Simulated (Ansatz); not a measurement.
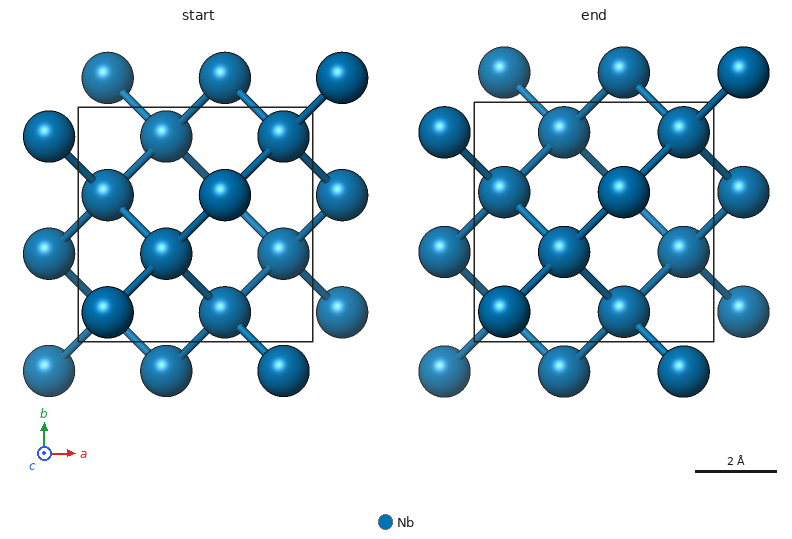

The structure of a crystal of Nb (a generated structure, set up in Fd-3m) before (left) and after (right) a relaxation, at one scale.

A ball-and-stick model of the conventional cell (4 times the calculation's cell), seen along the c axis. Lengths and directions refer to the drawn axes.

Phase: diamond.

These are results of DFT, PBE, plane waves (420 eV) with PAW, scalar-relativistic (Ansatz), not measurements. Settings: plane-wave cutoff 420 eV; k-point mesh 9 × 9 × 9; occupations fermi dirac; smearing width 0.05 eV; collinear spin; cell and atoms relaxed; force threshold 0.01 eV/Å; at most 60 steps.

Q: Describe what moved and what it gained.

A: After 2 accepted moves (3 points after the start) the energy has fallen by 20.2 meV per atom. All forces vanish by symmetry, so only the cell relaxes. Pressure: 4.46 GPa at the start and −0.02 GPa at the end. The SCF was repeated once at an unchanged geometry on a basis and grid sized afresh for the cell, which shifted the energy by 0.2 meV per atom at most. No atom moves by more than 0.005 Å relative to the cell. The volume changes by +6.2 %, with a = b = c 5.790 → 5.908 Å (+2.0 %). Near-neighbour distances that change, for instance: Nb–Nb 2.507 → 2.558 Å. The space group stays Fd-3m (No. 227). The program noted that the starting moments weren't kept.
